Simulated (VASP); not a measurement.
System: ZnO (slab).

```cif
data_structure
_symmetry_space_group_name_H-M 'P 1'
_symmetry_Int_Tables_number 1
_cell_length_a 3.2301
_cell_length_b 5.2141
_cell_length_c 18.7297
_cell_angle_alpha 90.000
_cell_angle_beta 90.000
_cell_angle_gamma 90.000
_cell_volume 315.44
loop_
_atom_site_label
_atom_site_type_symbol
_atom_site_fract_x
_atom_site_fract_y
_atom_site_fract_z
_atom_site_occupancy
Zn1 Zn 0.00000 0.49997 0.40043 1
Zn2 Zn 0.50000 0.99997 0.45022 1
Zn3 Zn 0.50000 0.49997 0.54978 1
Zn4 Zn 0.00000 0.99997 0.59957 1
O1 O 0.00000 0.12102 0.40043 1
O2 O 0.50000 0.62102 0.45022 1
O3 O 0.50000 0.12102 0.54978 1
O4 O 0.00000 0.62102 0.59957 1
```

Not relaxed (largest force 1.8 eV/Å).

These are results of Kohn-Sham DFT of a periodic cell, PBEsol, VASP PAW PBE potentials, recommended in VASP 6.6.1, not measurements.

Question: What can the converged valence pseudo-density and electron localisation function tell about the bonding?

Answer: Zn–O (1.97 Å): ρ is about 0.58 e/Å³ halfway; the ELF peaks at about 0.85 in the valence shell of O, 0.6 Å from its nucleus, and is about 0.25 at the midpoint (no localised pair shows between them).

Question: Metal or insulator at this level of theory?

Answer: It is gapped, with a Kohn–Sham gap of 0.57 eV on the k-point mesh, an upper bound to the gap of this method.

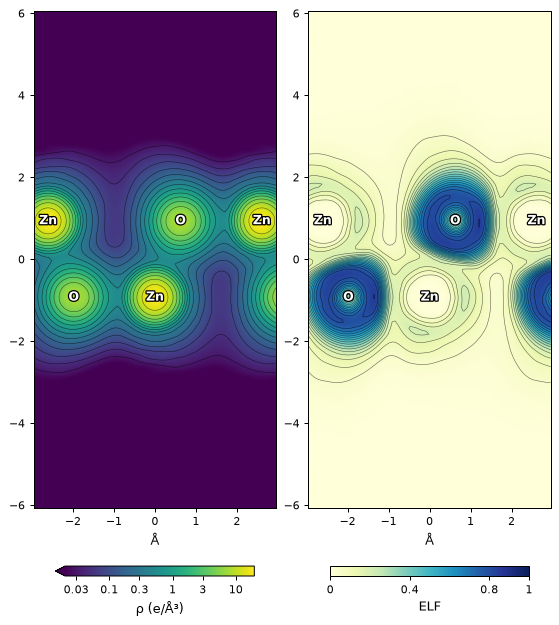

Computed valence pseudo-density and electron localisation function on the (100) plane of the calculation cell, a cut from vacuum to vacuum, in this order. 
